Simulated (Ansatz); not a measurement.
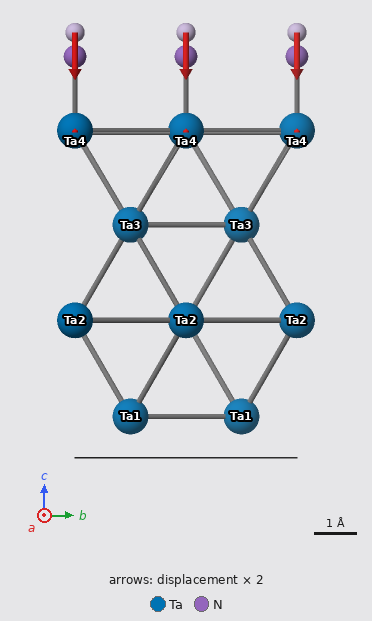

This is a constrained relaxation of a slab of composition Ta4N (cut from the Im-3m phase). The starting structure is drawn faded, the final one solid; red arrows show the displacements, 2 times their true length.

A ball-and-stick model of the 2 × 2 repeat of the cell, outlined in the plane, without the vacuum, seen along the a axis.

Case: N put at a top Ta site. The slab is the (1 1 0) face of Ta with N on it. 2 atoms are held fixed.

Theory: DFT PBEsol, scalar-relativistic, plane waves, PAW (Ansatz 0.2.0).

The input:
```yaml
crystal:
  lattice:
    - [2.8410132459, 0.0, 0.0]
    - [-0.9470044153, 2.6785329755, 0.0]
    - [0.0, 0.0, 25.9590328048]
  atoms:
    - { symbol: Ta, position: [0.5, 0.5, 0.3274390099] }
    - { symbol: Ta, position: [0.0, 0.0, 0.416798179] }
    - { symbol: Ta, position: [0.5, 0.5, 0.50584702] }
    - { symbol: Ta, position: [0.0, 0.0, 0.5912936046] }
    - { symbol: "N", position: [0.0, 0.0, 0.6845174168] }
basis:
  ecutwfc: 420
kpoints:
  mp_grid: { grid: [11, 11, 1] }
hamiltonian:
  xc: pbesol
scf:
  occupations: { method: gaussian, width: 0.1 }
output:
  forces: true
  eigenvalues: true
  write_density: true
  write_potential: true
  elf: true
  volumetric_format: npy
relax:
  adjacent_minimum: "off"
  f_tol: 0.03
  max_steps: 70
  constraints: [{ sites: [0, 1] }]
efield:
  axis: 3
  dipole_correction: true
  ramp_width: 0.04
```

Launched with:
```bash
ansatz run input.yaml --threads 2 --pin off --max-ram 5120MiB --backend cpu --events-out ev --progress --plain --runs-dir out
```

### Atoms of which element are displaced furthest, and by how much?

Nitrogen: up to 0.58 Å, against 0.05 Å for tantalum.

### Describe the change and its energy.

N5 moves most: 0.58 Å along the normal (−c). Largest moves by element: N 0.58 Å, Ta 0.05 Å. The lattice vectors keep their values. Some distances before and after: Ta4–N5 2.420 → 1.789 Å, Ta3–Ta4 2.759 → 2.803 Å, Ta3–Ta4 (another image) 3.210 → 3.248 Å. The energy falls by 2.020 eV per cell of the calculation in 5 geometry steps. The largest force component goes from 4.4 to 0.01 eV/Å.

Limits of the set-up: the cell has an odd number of electrons but was run without spin polarisation; the periodic images lie only 2.8 Å apart, so the values are limited by the cell's size.
